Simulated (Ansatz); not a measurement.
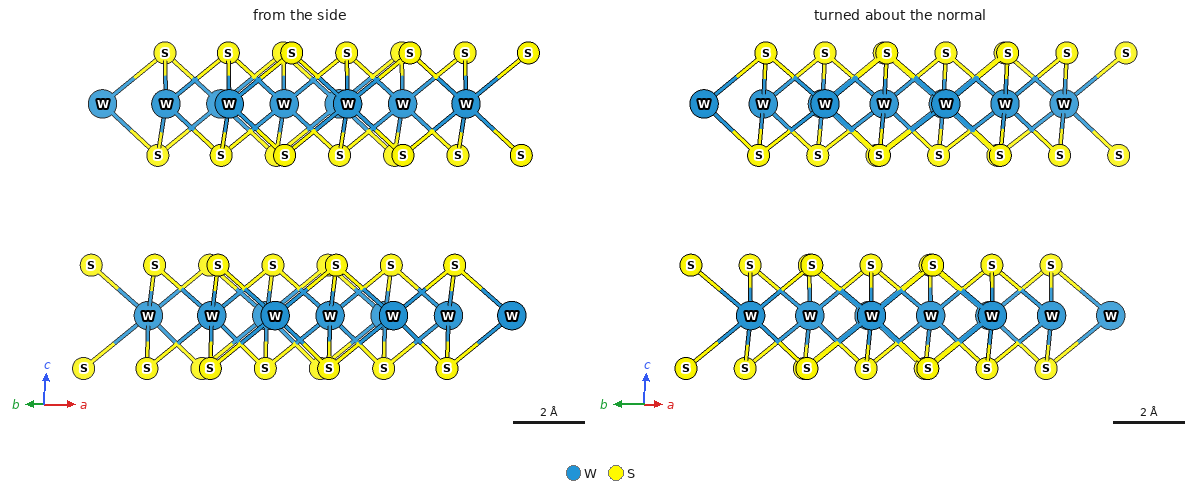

A ball-and-stick picture of a periodic slab, seen from the side and turned about the normal. The surface normal points up in side views; the vacuum is left out. 3×3 cells are drawn in the plane, with atoms at the edges repeated.

The cell holds 2 W, 4 S.

Q: How is each face terminated?

A: The top face ends in S, the bottom face in S. The two faces are alike.

Q: How far does the slab extend along the normal?

A: About 9 Å from the lowest to the highest atom.

Q: Count the planes and say what each contains, starting at the top.

A: Six planes: S / W / S / S / W / S.

Starting structure: a structure listed in the Materials Project. The cell was then strained or its atoms displaced on purpose. Ansatz was used for an electronic-structure calculation on it.

At this level of theory the run's own cell isn't at rest (stretched, at -4 GPa and forces up to 1.8 eV/Å), so its distances can differ from those at equilibrium, the more so the softer the solid.
